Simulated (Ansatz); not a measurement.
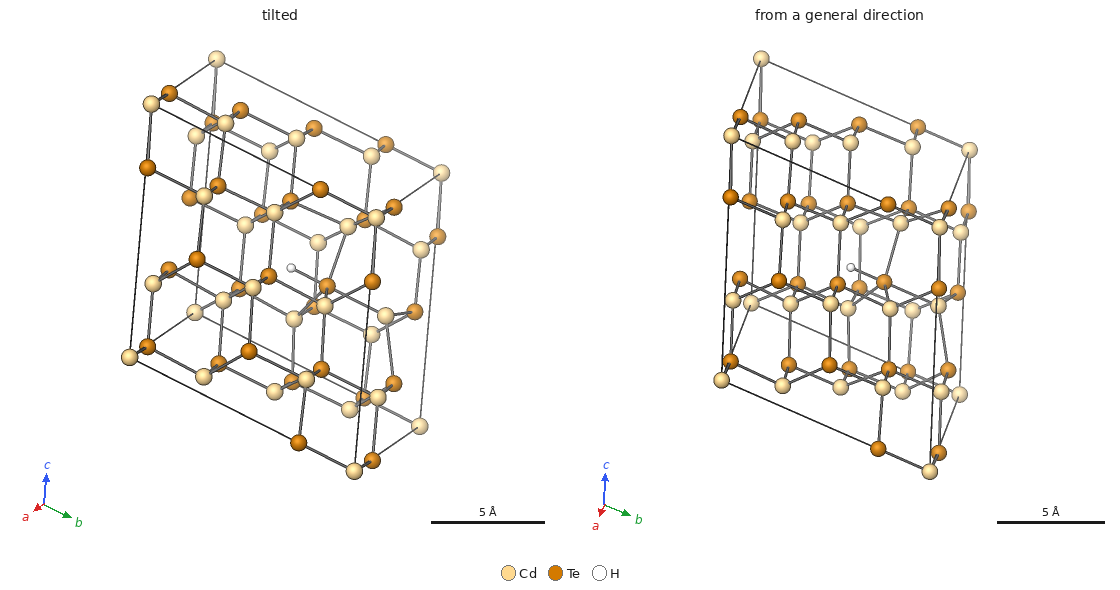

An orthographic ball-and-stick view of the structure, slightly off an axis and from a general direction. Atoms at the boundary of the supercell (the box) are drawn once for each face, edge or corner they touch. The host is CdTe, in a cell of 32 sites, and the cell carries a charge of -1.

### Describe the defect.

An interstitial hydrogen atom. It is bonded to one Te at about 1.8 Å.

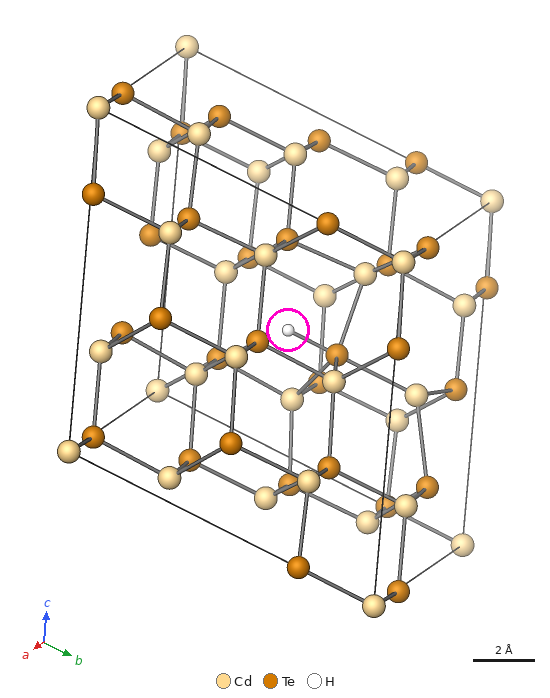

The same cell with a ring at the defect's site.

The atoms were relaxed in the host's cell with Ansatz 0.2.0, DFT PBE, scalar-relativistic, plane waves, PAW.
